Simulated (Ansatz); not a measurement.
## Geometry relaxation, with input and output: Si₂C (part 2 of 2)

The same run, continued: Si₂C (6 atoms in the cell); DFT PBE, scalar-relativistic, plane waves, PAW, no spin polarisation (Ansatz 0.2.0); cutoff 420 eV, 12×12×4 k-mesh, Gaussian smearing of 0.1 eV. The structure was made by a generator, so it may or may not be a known phase.

Geometry of the input (Å; fractional positions):
```
2.9915  0.0000  0.0000
-1.4958  2.5907  0.0000
0.0000  0.0000  9.3662
Si 0.3333  0.6667  0.7772
Si 0.3333  0.6667  0.2228
Si 0.3333  0.6667  0.5000
Si 0.6667  0.3333  0.0000
C  0.6667  0.3333  0.3049
C  0.6667  0.3333  0.6951
```

## Output, continued
```
--- Per-component energies (eV) ---
  E_band       = 66.245238
  E_kinetic    = 349.244562
  E_local      = -367.827486  (includes V_loc(G=0)·N_el)
  E_nonlocal   = 154.521595
  E_hartree    = 131.784741
  E_xc         = -320.091972
  E_vxc        = -310.609017  (∫ρ·V_xc dr)
  E_paw        = -2248.935914  (= ΣΔE_a)
  E_vpaw       = -22.653935  (= ΣTr[D̂ρ^β])
  E_aug_tail   = 0.000041  (compensation charges beyond the density's cutoff)
  E_ewald      = -742.360233
  E_smearing   = -0.005495  (= −TS)
  E_closure    = 0.000000  (closes the sum)
  Σ components = -3043.670163   (vs F -3043.670163, Δ=0.00e0)
--- Forces (eV/Å), atoms counted from 1 ---
  atom   1  Si     0.00000000     0.00000000     0.00131152
  atom   2  Si     0.00000000     0.00000000    -0.00131152
  atom   3  Si    -0.00000000    -0.00000000    -0.00000000
  atom   4  Si     0.00000000     0.00000000     0.00000000
  atom   5  C     -0.00000000    -0.00000000     0.00090744
  atom   6  C     -0.00000000    -0.00000000    -0.00090744
  max |Σ_I F_I| component: 3.24e-16 eV/Å
--- Stress (GPa, compression-positive) ---
        0.002573      -0.000000       0.000000
       -0.000000       0.002573      -0.000000
        0.000000      -0.000000       0.021472
  P = ⅓ Tr σ = 0.0089 GPa (0.089 kbar)
--- Band table (eV; the first three rows and the last of 57) ---
  k-point 0: bands = ["-6.6746", "-6.2600", "-2.2936", "0.0865", "0.9649", "6.2398", "7.0609", "7.4162", "7.4162", "7.5044", "7.5044", "12.2370", "14.6950", "14.8726", "14.8726", "15.0015", "15.8378", "15.8378"]
  k-point 1: bands = ["-6.6518", "-6.2940", "-2.0894", "-0.6597", "1.8830", "4.9664", "7.4178", "7.4178", "7.5028", "7.5028", "8.3325", "11.7107", "14.6958", "14.9194", "14.9194", "15.0359", "15.7001", "15.7001"]
  k-point 2: bands = ["-6.6241", "-6.3327", "-1.5973", "-1.4223", "2.9505", "3.7671", "7.4196", "7.4196", "7.5011", "7.5011", "9.3663", "10.9464", "14.6988", "14.9795", "14.9795", "15.0567", "15.5673", "15.5673"]
  k-point 56: bands = ["-2.8570", "-2.5360", "0.5131", "0.5714", "2.1525", "2.3594", "2.9268", "3.6860", "4.5960", "5.6835", "6.8415", "7.5107", "7.5111", "8.7168", "11.1653", "11.8695", "12.3004", "13.7465"]
--- Relaxed structure (23 steps of the walk, 21 accepted, 2 SCFs on fresh bases) ---
  F+E_penalty+E_count = -3043.67016305 eV   max|allowed force component| = 1.312e-3 eV/Å   (the final SCF, on the basis selected at the relaxed cell)
  cell:  # Å, volume = 77.7314 Å³
    - [3.0130888203314257, 1.4732239875815776e-33, 0.0]
    - [-1.5065444101657128, 2.609411462265901, 0.0]
    - [0.0, 0.0, 9.886484031485194]
  atoms:
    - { symbol: Si, position: [0.3333333333333333, 0.6666666666666666, 0.7410148919132079] }
    - { symbol: Si, position: [0.3333333333333333, 0.6666666666666666, 0.25898510808679237] }
    - { symbol: Si, position: [0.3333333333333333, 0.6666666666666666, 0.5000000000000001] }
    - { symbol: Si, position: [0.6666666666666666, 0.33333333333333326, -3.9550339907770364e-20] }
    - { symbol: C, position: [0.6666666666666666, 0.33333333333333326, 0.19636915303613364] }
    - { symbol: C, position: [0.6666666666666666, 0.33333333333333326, 0.8036308469638668] }
```

## Trajectory as extended XYZ (Å, eV, eV/Å), 25 frames, from step=1 to step=25
```
6
Lattice="2.9915 0.0000 0.0000 -1.4958 2.5907 0.0000 0.0000 0.0000 9.3662" Properties=species:S:1:pos:R:3:forces:R:3 step=1 energy=-3040.72258 pressure_GPa=0.00
Si    0.0000    1.7272    7.2796    0.0000   0.0000  -0.1227
Si    0.0000    1.7272    2.0866    0.0000   0.0000   0.1227
Si    0.0000    1.7272    4.6831    0.0000   0.0000   0.0000
Si    1.4958    0.8636    0.0000    0.0000   0.0000   0.0000
C     1.4958    0.8636    2.8555    0.0000   0.0000  -0.0233
C     1.4958    0.8636    6.5107    0.0000   0.0000   0.0233
6
Lattice="2.9870 0.0000 0.0000 -1.4935 2.5868 0.0000 0.0000 0.0000 9.4179" Properties=species:S:1:pos:R:3:forces:R:3 step=2 energy=-3040.72525 pressure_GPa=-0.14
Si    0.0000    1.7245    7.3072    0.0000   0.0000  -0.0945
Si    0.0000    1.7245    2.1107    0.0000   0.0000   0.0945
Si    0.0000    1.7245    4.7089    0.0000   0.0000   0.0000
Si    1.4935    0.8623    0.0000    0.0000   0.0000   0.0000
C     1.4935    0.8623    2.8816    0.0000   0.0000  -0.0693
C     1.4935    0.8623    6.5363    0.0000   0.0000   0.0693
6
Lattice="2.9884 0.0000 0.0000 -1.4942 2.5881 0.0000 0.0000 0.0000 9.4179" Properties=species:S:1:pos:R:3:forces:R:3 step=3 energy=-3040.72565 pressure_GPa=-0.12
Si    0.0000    1.7254    7.3031    0.0000   0.0000  -0.0390
Si    0.0000    1.7254    2.1148    0.0000   0.0000   0.0390
Si    0.0000    1.7254    4.7089    0.0000   0.0000   0.0000
Si    1.4942    0.8627    0.0000    0.0000   0.0000   0.0000
C     1.4942    0.8627    2.8818    0.0000   0.0000  -0.0556
C     1.4942    0.8627    6.5361    0.0000   0.0000   0.0556
6
Lattice="2.9882 0.0000 0.0000 -1.4941 2.5879 0.0000 0.0000 0.0000 9.4240" Properties=species:S:1:pos:R:3:forces:R:3 step=4 energy=-3040.72618 pressure_GPa=0.13
Si    0.0000    1.7252    7.3060    0.0000   0.0000  -0.0009
Si    0.0000    1.7252    2.1180    0.0000   0.0000   0.0009
Si    0.0000    1.7252    4.7120    0.0000   0.0000   0.0000
Si    1.4941    0.8626    0.0000    0.0000   0.0000   0.0000
C     1.4941    0.8626    2.8787    0.0000   0.0000  -0.0338
C     1.4941    0.8626    6.5454    0.0000   0.0000   0.0338
6
Lattice="2.9915 0.0000 0.0000 -1.4957 2.5907 0.0000 0.0000 0.0000 9.4657" Properties=species:S:1:pos:R:3:forces:R:3 step=5 energy=-3040.72764 pressure_GPa=0.49
Si    0.0000    1.7271    7.3339    0.0000   0.0000   0.0675
Si    0.0000    1.7271    2.1318    0.0000   0.0000  -0.0675
Si    0.0000    1.7271    4.7329    0.0000   0.0000   0.0000
Si    1.4957    0.8636    0.0000    0.0000   0.0000   0.0000
C     1.4957    0.8636    2.8689    0.0000   0.0000   0.0008
C     1.4957    0.8636    6.5969    0.0000   0.0000  -0.0008
6
Lattice="3.0171 0.0000 0.0000 -1.5085 2.6129 0.0000 0.0000 0.0000 9.8150" Properties=species:S:1:pos:R:3:forces:R:3 step=6 energy=-3040.72055 pressure_GPa=2.04 accepted=F
Si    0.0000    1.7419    7.5760    0.0000   0.0000   0.3600
Si    0.0000    1.7419    2.2390    0.0000   0.0000  -0.3600
Si    0.0000    1.7419    4.9075    0.0000   0.0000   0.0000
Si    1.5085    0.8710    0.0000    0.0000   0.0000   0.0000
C     1.5085    0.8710    2.7998    0.0000   0.0000   0.1294
C     1.5085    0.8710    7.0152    0.0000   0.0000  -0.1294
6
Lattice="3.0066 0.0000 0.0000 -1.5033 2.6038 0.0000 0.0000 0.0000 9.6305" Properties=species:S:1:pos:R:3:forces:R:3 step=7 energy=-3040.72942 pressure_GPa=0.83
Si    0.0000    1.7358    7.4544    0.0000   0.0000   0.1858
Si    0.0000    1.7358    2.1761    0.0000   0.0000  -0.1858
Si    0.0000    1.7358    4.8153    0.0000   0.0000   0.0000
Si    1.5033    0.8679    0.0000    0.0000   0.0000   0.0000
C     1.5033    0.8679    2.8345    0.0000   0.0000   0.0826
C     1.5033    0.8679    6.7960    0.0000   0.0000  -0.0826
6
Lattice="3.0055 0.0000 0.0000 -1.5027 2.6028 0.0000 0.0000 0.0000 9.6400" Properties=species:S:1:pos:R:3:forces:R:3 step=8 energy=-3040.73098 pressure_GPa=0.71
Si    0.0000    1.7352    7.4650    0.0000   0.0000   0.1341
Si    0.0000    1.7352    2.1750    0.0000   0.0000  -0.1341
Si    0.0000    1.7352    4.8200    0.0000   0.0000   0.0000
Si    1.5027    0.8676    0.0000    0.0000   0.0000   0.0000
C     1.5027    0.8676    2.8371    0.0000   0.0000   0.0614
C     1.5027    0.8676    6.8028    0.0000   0.0000  -0.0614
6
Lattice="3.0118 0.0000 0.0000 -1.5059 2.6083 0.0000 0.0000 0.0000 9.7291" Properties=species:S:1:pos:R:3:forces:R:3 step=9 energy=-3040.73306 pressure_GPa=-0.02
Si    0.0000    1.7389    7.5418    0.0000   0.0000  -0.0062
Si    0.0000    1.7389    2.1873    0.0000   0.0000   0.0062
Si    0.0000    1.7389    4.8646    0.0000   0.0000   0.0000
Si    1.5059    0.8694    0.0000    0.0000   0.0000   0.0000
C     1.5059    0.8694    2.8342    0.0000   0.0000  -0.0244
C     1.5059    0.8694    6.8950    0.0000   0.0000   0.0244
6
Lattice="3.0286 0.0000 0.0000 -1.5143 2.6228 0.0000 0.0000 0.0000 9.9751" Properties=species:S:1:pos:R:3:forces:R:3 step=10 energy=-3040.73649 pressure_GPa=-0.37
Si    0.0000    1.7485    7.7419    0.0000   0.0000  -0.1160
Si    0.0000    1.7485    2.2333    0.0000   0.0000   0.1160
Si    0.0000    1.7485    4.9876    0.0000   0.0000   0.0000
Si    1.5143    0.8743    0.0000    0.0000   0.0000   0.0000
C     1.5143    0.8743    2.7983    0.0000   0.0000  -0.0980
C     1.5143    0.8743    7.1768    0.0000   0.0000   0.0980
6
Lattice="3.0585 0.0000 0.0000 -1.5292 2.6487 0.0000 0.0000 0.0000 10.3747" Properties=species:S:1:pos:R:3:forces:R:3 step=11 energy=-3040.79630 pressure_GPa=-0.81
Si    0.0000    1.7658    8.0620    0.0000   0.0000  -0.3810
Si    0.0000    1.7658    2.3128    0.0000   0.0000   0.3810
Si    0.0000    1.7658    5.1874    0.0000   0.0000   0.0000
Si    1.5292    0.8829    0.0000    0.0000   0.0000   0.0000
C     1.5292    0.8829    2.7237    0.0000   0.0000  -0.3170
C     1.5292    0.8829    7.6511    0.0000   0.0000   0.3170
6
Lattice="3.0880 0.0000 0.0000 -1.5440 2.6743 0.0000 0.0000 0.0000 10.8231" Properties=species:S:1:pos:R:3:forces:R:3 step=12 energy=-3040.96909 pressure_GPa=-1.95
Si    0.0000    1.7828    8.3881    0.0000   0.0000  -0.8527
Si    0.0000    1.7828    2.4350    0.0000   0.0000   0.8527
Si    0.0000    1.7828    5.4116    0.0000   0.0000   0.0000
Si    1.5440    0.8914    0.0000    0.0000   0.0000   0.0000
C     1.5440    0.8914    2.6160    0.0000   0.0000  -0.6307
C     1.5440    0.8914    8.2072    0.0000   0.0000   0.6307
6
Lattice="3.1201 0.0000 0.0000 -1.5601 2.7021 0.0000 0.0000 0.0000 11.2069" Properties=species:S:1:pos:R:3:forces:R:3 step=13 energy=-3041.36191 pressure_GPa=-6.66
Si    0.0000    1.8014    8.6253    0.0000   0.0000  -1.4275
Si    0.0000    1.8014    2.5816    0.0000   0.0000   1.4275
Si    0.0000    1.8014    5.6034    0.0000   0.0000   0.0000
Si    1.5601    0.9007    0.0000    0.0000   0.0000   0.0000
C     1.5601    0.9007    2.4755    0.0000   0.0000  -1.0264
C     1.5601    0.9007    8.7314    0.0000   0.0000   1.0264
6
Lattice="3.1249 0.0000 0.0000 -1.5624 2.7062 0.0000 0.0000 0.0000 11.4448" Properties=species:S:1:pos:R:3:forces:R:3 step=14 energy=-3041.83296 pressure_GPa=-12.99
Si    0.0000    1.8041    8.7223    0.0000   0.0000  -0.8317
Si    0.0000    1.8041    2.7225    0.0000   0.0000   0.8317
Si    0.0000    1.8041    5.7224    0.0000   0.0000   0.0000
Si    1.5624    0.9021    0.0000    0.0000   0.0000   0.0000
C     1.5624    0.9021    2.2904    0.0000   0.0000  -0.4804
C     1.5624    0.9021    9.1544    0.0000   0.0000   0.4804
6
Lattice="3.0081 0.0000 0.0000 -1.5041 2.6051 0.0000 0.0000 0.0000 11.0012" Properties=species:S:1:pos:R:3:forces:R:3 step=15 energy=-3042.59654 pressure_GPa=-11.07
Si    0.0000    1.7368    8.2754    0.0000   0.0000   0.9407
Si    0.0000    1.7368    2.7258    0.0000   0.0000  -0.9407
Si    0.0000    1.7368    5.5006    0.0000   0.0000   0.0000
Si    1.5041    0.8684    0.0000    0.0000   0.0000   0.0000
C     1.5041    0.8684    1.9724    0.0000   0.0000   1.4682
C     1.5041    0.8684    9.0288    0.0000   0.0000  -1.4682
6
Lattice="2.9729 0.0000 0.0000 -1.4864 2.5746 0.0000 0.0000 0.0000 10.5447" Properties=species:S:1:pos:R:3:forces:R:3 step=16 energy=-3043.13929 pressure_GPa=-1.74
Si    0.0000    1.7164    7.9690    0.0000   0.0000  -1.0608
Si    0.0000    1.7164    2.5757    0.0000   0.0000   1.0608
Si    0.0000    1.7164    5.2724    0.0000   0.0000   0.0000
Si    1.4864    0.8582    0.0000    0.0000   0.0000   0.0000
C     1.4864    0.8582    1.9524    0.0000   0.0000   0.1338
C     1.4864    0.8582    8.5923    0.0000   0.0000  -0.1338
6
Lattice="2.9912 0.0000 0.0000 -1.4956 2.5905 0.0000 0.0000 0.0000 10.0880" Properties=species:S:1:pos:R:3:forces:R:3 step=17 energy=-3043.55415 pressure_GPa=-0.59
Si    0.0000    1.7270    7.5348    0.0000   0.0000  -0.3713
Si    0.0000    1.7270    2.5532    0.0000   0.0000   0.3713
Si    0.0000    1.7270    5.0440    0.0000   0.0000   0.0000
Si    1.4956    0.8635    0.0000    0.0000   0.0000   0.0000
C     1.4956    0.8635    1.9050    0.0000   0.0000   0.6759
C     1.4956    0.8635    8.1830    0.0000   0.0000  -0.6759
6
Lattice="3.0276 0.0000 0.0000 -1.5138 2.6220 0.0000 0.0000 0.0000 9.7603" Properties=species:S:1:pos:R:3:forces:R:3 step=18 energy=-3043.40231 pressure_GPa=1.94 accepted=F
Si    0.0000    1.7480    7.1388    0.0000   0.0000   0.9207
Si    0.0000    1.7480    2.6215    0.0000   0.0000  -0.9207
Si    0.0000    1.7480    4.8802    0.0000   0.0000   0.0000
Si    1.5138    0.8740    0.0000    0.0000   0.0000   0.0000
C     1.5138    0.8740    2.0470    0.0000   0.0000  -1.2025
C     1.5138    0.8740    7.7133    0.0000   0.0000   1.2025
6
Lattice="3.0112 0.0000 0.0000 -1.5056 2.6077 0.0000 0.0000 0.0000 9.8851" Properties=species:S:1:pos:R:3:forces:R:3 step=19 energy=-3043.65981 pressure_GPa=0.14
Si    0.0000    1.7385    7.3346    0.0000   0.0000  -0.1008
Si    0.0000    1.7385    2.5505    0.0000   0.0000   0.1008
Si    0.0000    1.7385    4.9425    0.0000   0.0000   0.0000
Si    1.5056    0.8692    0.0000    0.0000   0.0000   0.0000
C     1.5056    0.8692    1.9311    0.0000   0.0000   0.0929
C     1.5056    0.8692    7.9540    0.0000   0.0000  -0.0929
6
Lattice="3.0100 0.0000 0.0000 -1.5050 2.6068 0.0000 0.0000 0.0000 9.8955" Properties=species:S:1:pos:R:3:forces:R:3 step=20 energy=-3043.66099 pressure_GPa=-0.07
Si    0.0000    1.7378    7.3271    0.0000   0.0000   0.0815
Si    0.0000    1.7378    2.5684    0.0000   0.0000  -0.0815
Si    0.0000    1.7378    4.9477    0.0000   0.0000   0.0000
Si    1.5050    0.8689    0.0000    0.0000   0.0000   0.0000
C     1.5050    0.8689    1.9452    0.0000   0.0000  -0.0010
C     1.5050    0.8689    7.9502    0.0000   0.0000   0.0010
6
Lattice="3.0132 0.0000 0.0000 -1.5066 2.6095 0.0000 0.0000 0.0000 9.8802" Properties=species:S:1:pos:R:3:forces:R:3 step=21 energy=-3043.66169 pressure_GPa=-0.05
Si    0.0000    1.7396    7.3212    0.0000   0.0000   0.0010
Si    0.0000    1.7396    2.5591    0.0000   0.0000  -0.0010
Si    0.0000    1.7396    4.9401    0.0000   0.0000   0.0000
Si    1.5066    0.8698    0.0000    0.0000   0.0000   0.0000
C     1.5066    0.8698    1.9406    0.0000   0.0000  -0.0009
C     1.5066    0.8698    7.9396    0.0000   0.0000   0.0009
6
Lattice="3.0126 0.0000 0.0000 -1.5063 2.6090 0.0000 0.0000 0.0000 9.8809" Properties=species:S:1:pos:R:3:forces:R:3 step=22 energy=-3043.66172 pressure_GPa=0.00
Si    0.0000    1.7393    7.3217    0.0000   0.0000  -0.0002
Si    0.0000    1.7393    2.5592    0.0000   0.0000   0.0002
Si    0.0000    1.7393    4.9405    0.0000   0.0000   0.0000
Si    1.5063    0.8697    0.0000    0.0000   0.0000   0.0000
C     1.5063    0.8697    1.9405    0.0000   0.0000  -0.0004
C     1.5063    0.8697    7.9404    0.0000   0.0000   0.0004
6
Lattice="3.0126 0.0000 0.0000 -1.5063 2.6090 0.0000 0.0000 0.0000 9.8809" Properties=species:S:1:pos:R:3:forces:R:3 step=23 energy=-3043.67012 pressure_GPa=0.15
Si    0.0000    1.7393    7.3217    0.0000   0.0000  -0.0007
Si    0.0000    1.7393    2.5592    0.0000   0.0000   0.0007
Si    0.0000    1.7393    4.9405    0.0000   0.0000   0.0000
Si    1.5063    0.8697    0.0000    0.0000   0.0000   0.0000
C     1.5063    0.8697    1.9405    0.0000   0.0000  -0.0017
C     1.5063    0.8697    7.9404    0.0000   0.0000   0.0017
6
Lattice="3.0131 0.0000 0.0000 -1.5065 2.6094 0.0000 0.0000 0.0000 9.8865" Properties=species:S:1:pos:R:3:forces:R:3 step=24 energy=-3043.67010 pressure_GPa=0.01
Si    0.0000    1.7396    7.3260    0.0000   0.0000   0.0013
Si    0.0000    1.7396    2.5605    0.0000   0.0000  -0.0013
Si    0.0000    1.7396    4.9432    0.0000   0.0000   0.0000
Si    1.5065    0.8698    0.0000    0.0000   0.0000   0.0000
C     1.5065    0.8698    1.9414    0.0000   0.0000   0.0009
C     1.5065    0.8698    7.9451    0.0000   0.0000  -0.0009
6
Lattice="3.0131 0.0000 0.0000 -1.5065 2.6094 0.0000 0.0000 0.0000 9.8865" Properties=species:S:1:pos:R:3:forces:R:3 step=25 energy=-3043.67016 pressure_GPa=0.01
Si    0.0000    1.7396    7.3260    0.0000   0.0000   0.0013
Si    0.0000    1.7396    2.5605    0.0000   0.0000  -0.0013
Si    0.0000    1.7396    4.9432    0.0000   0.0000   0.0000
Si    1.5065    0.8698    0.0000    0.0000   0.0000   0.0000
C     1.5065    0.8698    1.9414    0.0000   0.0000   0.0009
C     1.5065    0.8698    7.9451    0.0000   0.0000  -0.0009
```

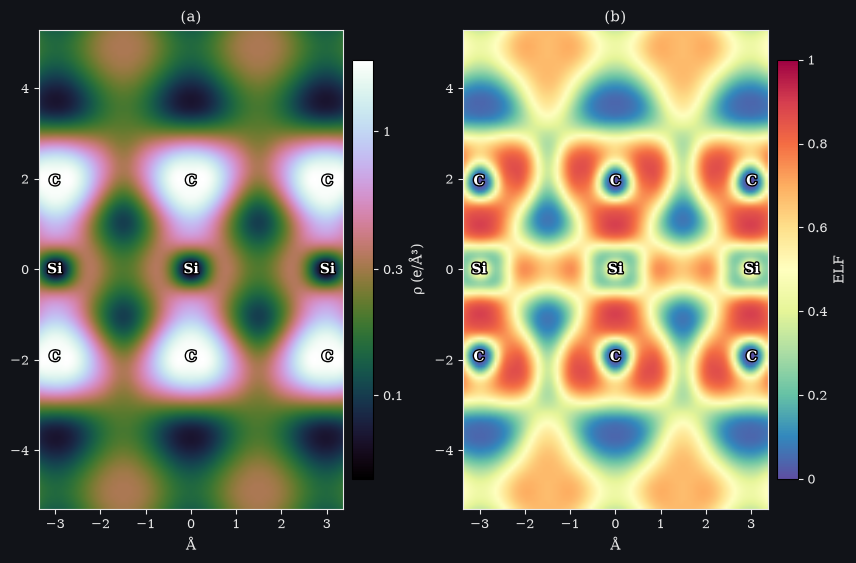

Fig. 1: (a) valence pseudo-density; (b) electron localisation function on the (010) plane of the conventional cell. Si–C (1.94 Å): ρ is about 0.77 e/Å³ halfway; the ELF peaks at about 0.90 between the atoms (localised, shared-pair bonding). Away from the nuclei the density in this plane falls to 0.07 e/Å³ at its lowest. The fields are those of the smooth PAW valence density.

## Key numbers

| quantity | value |
| --- | --- |
| outcome | converged |
| space group (tolerance 0.01 Å) | P-6m2 (187) |
| electrons treated | 24 |
| free energy | −3043.6702 eV |
| Fermi energy | 9.272 eV |
| gap on the k-point mesh | none (metallic) |
| pressure | 0.01 GPa |
| final volume | 77.73 Å³ |
| largest force (length of the vector) at the end | 0.001 eV/Å |
| final cell | a = 3.013 Å, b = 3.013 Å, c = 9.886 Å, α = 90.00°, β = 90.00°, γ = 120.00° |
| hardware | 1 thread of Intel Xeon @ 2.50GHz (Skylake/Cascade Lake), 189 GiB of memory available, shared host |
| wall time | 6.2 min |
| peak memory | 0.39 GiB |
